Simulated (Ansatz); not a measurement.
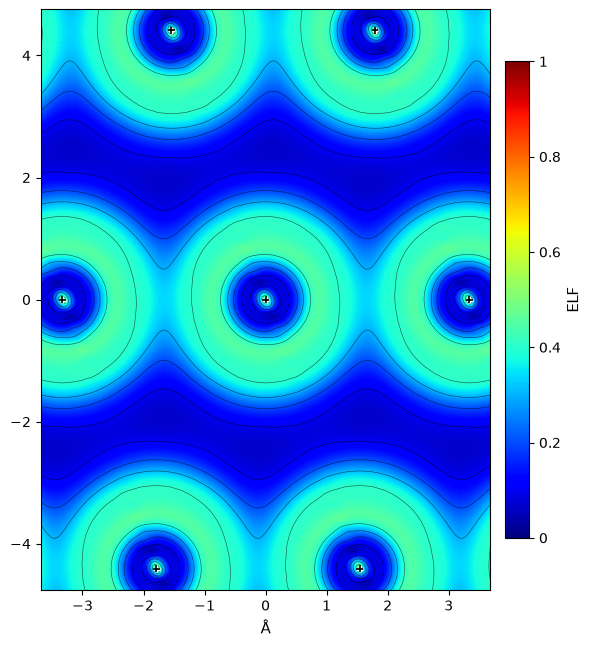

The electron localisation function on a plane through atoms (crosses mark nuclei in the plane).

Method: DFT, PBE, plane waves (420 eV) with PAW, scalar-relativistic in Ansatz.

Candidates:
A. Pb, a = 3.42 Å, b = 3.42 Å, c = 11.07 Å, α = 90.00°, β = 90.00°, γ = 120.00°. Space group P6₃/mmc; set up as Pb, dhcp; a generated structure, not necessarily the stable one; changed on purpose from its base cell (volume × 0.88); computed pressure about 7 GPa in this cell.
B. Bi, a = 3.33 Å, b = 8.89 Å, c = 4.67 Å, α = 90.00°, β = 109.27°, γ = 90.00°. Space group C2/c; set up as Bi, beta-Sn type; a generated structure, not necessarily the stable one; changed on purpose from its base cell (volume × 0.96); computed pressure about 2 GPa in this cell.
C. Ru, a = 3.05 Å, b = 3.05 Å, c = 3.05 Å, α = 90.00°, β = 90.00°, γ = 90.00°. Space group Im-3m; set up as Ru, bcc; a generated structure, not necessarily the stable one; computed without spin polarisation.

### Which system is this?

Candidate B: Bi on the (010) plane of the conventional cell, which holds Bi. Bi–Bi (3.33 Å): the ELF is about 0.35 at the midpoint.
